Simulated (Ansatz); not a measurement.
Mg: several calculations on one system

## 1. Relaxation

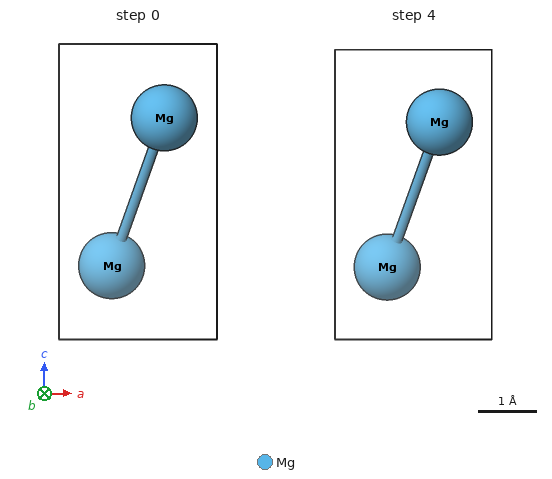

The structure of a crystal of Mg (set up in P6_3/mmc) before (left) and after (right) a relaxation, at one scale.

The picture is a ball-and-stick view of the cell of the calculation, seen along the b axis.

Level of theory: DFT LDA, scalar-relativistic, plane waves, PAW (Ansatz 0.2.0). Set-up: plane-wave cutoff 420 eV; k-point mesh 18 × 18 × 8; occupations gaussian; smearing width 0.1 eV; no spin polarisation; cell and atoms relaxed; force threshold 0.005 eV/Å; at most 80 steps.

### What changed between the two?

Over 3 accepted moves (4 points after the start) the energy falls by 3.7 meV per atom. All forces vanish by symmetry, so only the cell relaxes. Pressure: −1.34 GPa at the start and 0.01 GPa at the end. The SCF was repeated once at an unchanged geometry on a basis and grid sized afresh for the cell, which shifted the energy by less than 0.05 meV per atom at most. The atoms keep their places relative to the cell (all moves are under 0.005 Å). Cell: a = b 3.172 → 3.145 Å (−0.9 %), c 5.141 → 5.043 Å (−1.9 %). Volume −3.6 %. Some distances before and after: Mg–Mg 3.156 → 3.107 Å, Mg–Mg 3.172 → 3.145 Å. The space group stays P6_3/mmc (No. 194). Cost: 7.8 s on 4 threads of Intel(R) Xeon(R) Processor @ 2.70GHz, on a shared host, peak memory 0.43 GiB.

## 2. Relaxation

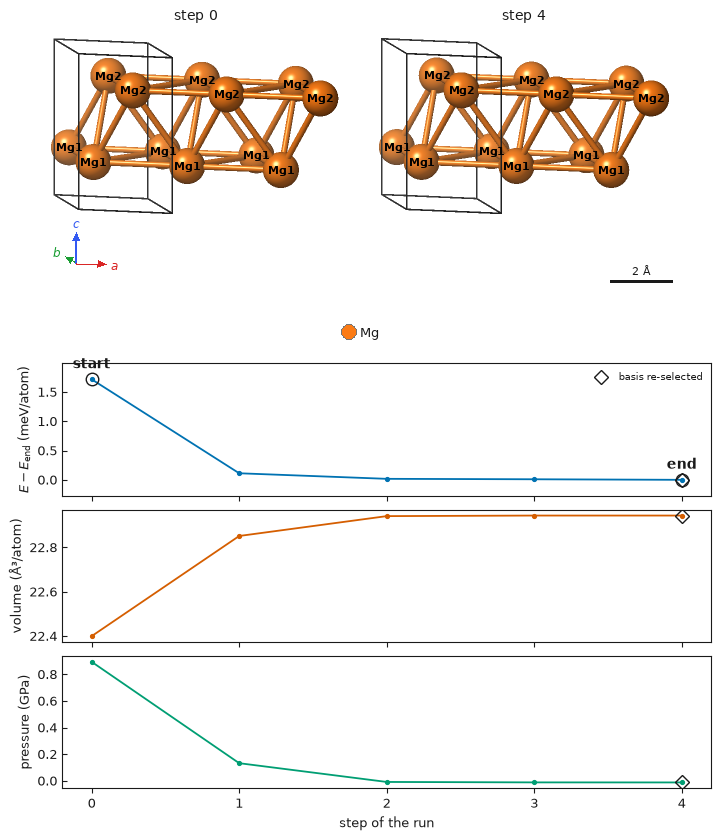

First and last geometry of a relaxation of a crystal of Mg (set up in P6_3/mmc), with the history of the run. A ball-and-stick model of the cell of the calculation, repeated 3 × 2 × 1 with one cell outlined, seen slightly off an axis.

Computed with Ansatz, DFT PBE, scalar-relativistic, plane waves, PAW.

Input file:
```yaml
crystal:
  lattice:
    - [3.17202329, 0.0, 0.0]
    - [-1.58601164, 2.74705275, 0.0]
    - [0.0, 0.0, 5.1412049]
  atoms:
    - { symbol: Mg, position: [0.33333333, 0.66666667, 0.25] }
    - { symbol: Mg, position: [0.66666667, 0.33333333, 0.75] }
basis:
  ecutwfc: 420
kpoints:
  mp_grid: { grid: [18, 18, 8] }
hamiltonian:
  xc: pbe
scf:
  occupations: { method: gaussian, width: 0.1 }
output:
  forces: true
  stress: true
  eigenvalues: true
  write_density: true
  write_potential: true
  elf: true
  volumetric_format: npy
relax:
  adjacent_minimum: "off"
  f_tol: 0.005
  max_steps: 80
  cell: { stress_tol: 0.05 }
```

Command:
```bash
ansatz run input.yaml --threads 4 --pin off --max-ram 8192MiB --backend cpu --events-out ev --progress --plain --runs-dir out
```

**Did the run converge, and what did it change?**

It converged. No atom moves by more than 0.005 Å relative to the cell. The drawn cell changes as follows: a = b 3.172 → 3.209 Å (+1.2 %), c 5.141 → 5.146 Å (+0.1 %); the volume changes by +2.4 %. Some distances before and after: Mg1–Mg1 3.172 → 3.209 Å, Mg1–Mg2 3.156 → 3.171 Å. The space group stays P6_3/mmc (No. 194). After 3 accepted moves (4 points after the start) the energy has fallen by 1.7 meV per atom. All forces vanish by symmetry, so only the cell relaxes. Pressure: 0.89 GPa at the start and −0.01 GPa at the end. At 1 point the geometry stayed and the basis and grid were re-selected for the new cell (energy shift of less than 0.05 meV per atom at most each time). Cost: 7.4 s on 4 threads of Intel(R) Xeon(R) Processor @ 2.70GHz, on a shared host, peak memory 0.45 GiB.

## 3. Defect

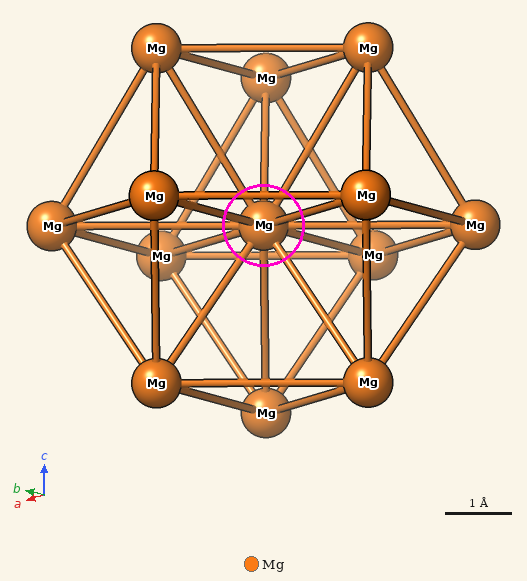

Perfect Mg. The picture is a ball-and-stick view of the atoms within 3.8 Å of one point, seen from a free direction.

These are results of DFT PBE, scalar-relativistic, plane waves, PAW (Ansatz 0.2.0), not measurements. (plane-wave cutoff 420 eV; k-point mesh 3 × 3 × 3; occupations gaussian; smearing width 0.1 eV; no spin polarisation) The cell is small and the k-mesh coarse, so the numbers are rough. The axes drawn are those of the host's conventional cell.

A magnesium atom is taken out (a vacancy) at the ringed place, in charge state 0. The supercell has 36 sites, and the atoms are relaxed at the host's cell.

Q: Predict the relaxed surroundings of the defect.

A: Around the empty Mg site the host had 12 Mg at 3.17 to 3.21 Å; after relaxation the nearest atoms are 12 Mg at 3.15 to 3.20 Å. Of the host's atoms, a magnesium atom moves furthest from its site, by 0.02 Å. Relaxing the atoms from the host's sites lowers the energy by 0.01 eV. At a tolerance of 0.02 Å the relaxed supercell has space group P-6m2.

The relaxed defect, seen from the same direction:

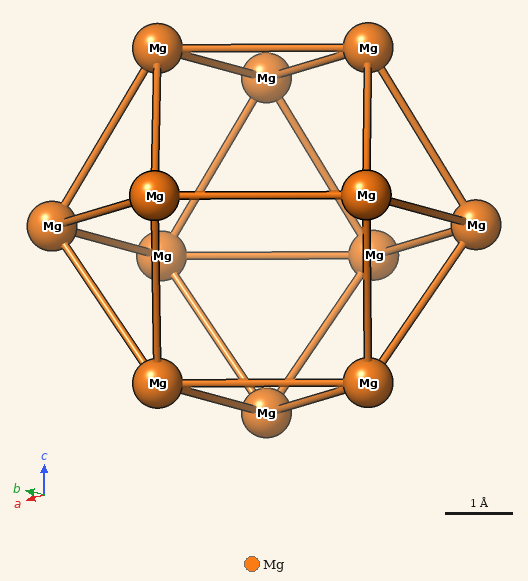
